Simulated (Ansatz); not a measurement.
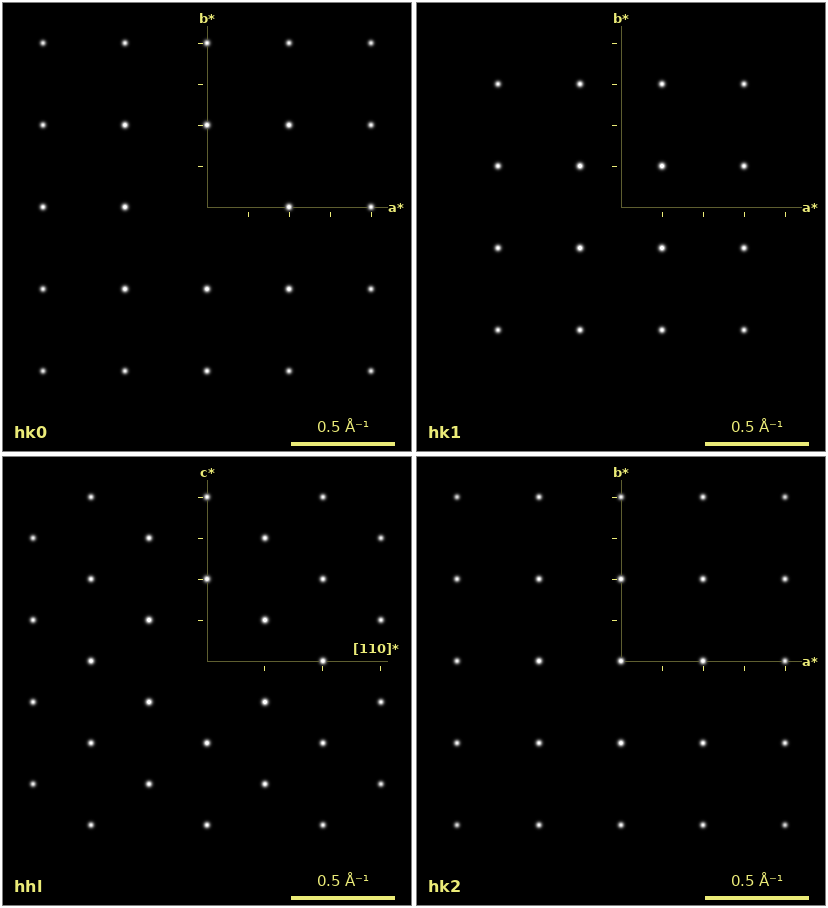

Four undistorted layers of reciprocal space, calculated for a single crystal (X-rays, kinematic |F|², B = 0.5 Å²). Tick marks count the reciprocal lattice steps of the conventional cell along each axis.

Read the reciprocal cell and give the direct cell.

a* = 0.199, b* = 0.199, c* = 0.199 Å⁻¹; the cell is cubic with a = 5.01 Å.

Which reflection conditions do the layers show?

Reflections are present only under these conditions. hkl: h + k = 2n, h + l = 2n; hk0: h = 2n, k = 2n; hhl: h + l = 2n; h00: h = 2n. The lattice is face-centred (F).

Which space groups fit?

The intensities have Laue symmetry m-3m (the hk0 layer shows 4mm, hk1 shows 4mm). With these conditions the candidates are F432 (No. 209), F-43m (No. 216), Fm-3m (No. 225). Diffraction geometry alone does not choose among them; the structure has F-43m. The compound is HfC. Structure: the input geometry of an electronic-structure calculation (not necessarily at equilibrium); the starting structure was generated, so it need not be a known form of this composition.
